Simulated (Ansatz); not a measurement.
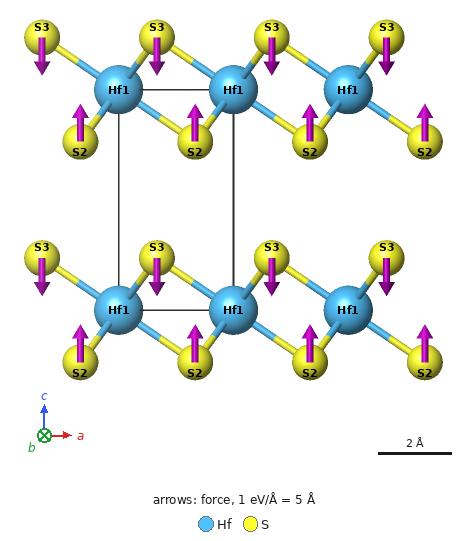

Starting geometry of a crystal of HfS2 (set up in P-3m1) with the computed forces as purple arrows. A ball-and-stick model of the cell of the calculation, repeated 2 × 1 × 1 with one cell outlined, seen along the b axis.

Theory: DFT LDA, scalar-relativistic, plane waves, PAW in Ansatz. (plane-wave cutoff 420 eV; k-point mesh 12 × 12 × 6; occupations gaussian; smearing width 0.02 eV; no spin polarisation; cell and atoms relaxed; force threshold 0.005 eV/Å; at most 80 steps)

Q: Is this structure relaxed? If not, where do the atoms go?

A: It isn't relaxed: the largest force vector, on S atoms, is 0.21 eV/Å. Measured relative to the changing cell, the final displacements run against the starting forces (cosine between the two patterns −1.00). The largest moves relative to the cell, 0.10 Å, are those of S2 and S3. S3 goes along +c. Hf stays in place. The volume changes by −10.4 %, with a = b 3.640 → 3.556 Å (−2.3 %), c 6.056 → 5.684 Å (−6.1 %). Among the contacts that change: Hf1–S2 2.541 → 2.511 Å. The space group stays P-3m1 (No. 164). After 5 accepted moves (6 points after the start) the energy has fallen by 67.5 meV per cell of the calculation. The largest force component goes from 0.21 to 0.0002 eV/Å. Pressure: −3.94 GPa at the start and −0.01 GPa at the end. At 1 point the geometry stayed and the basis and grid were re-selected for the new cell (energy shift of 0.8 meV per cell of the calculation at most each time). Cost: 29 s on 1 thread of Intel(R) Xeon(R) 6975P-C (Granite Rapids) (shared host), peak memory 0.46 GiB.
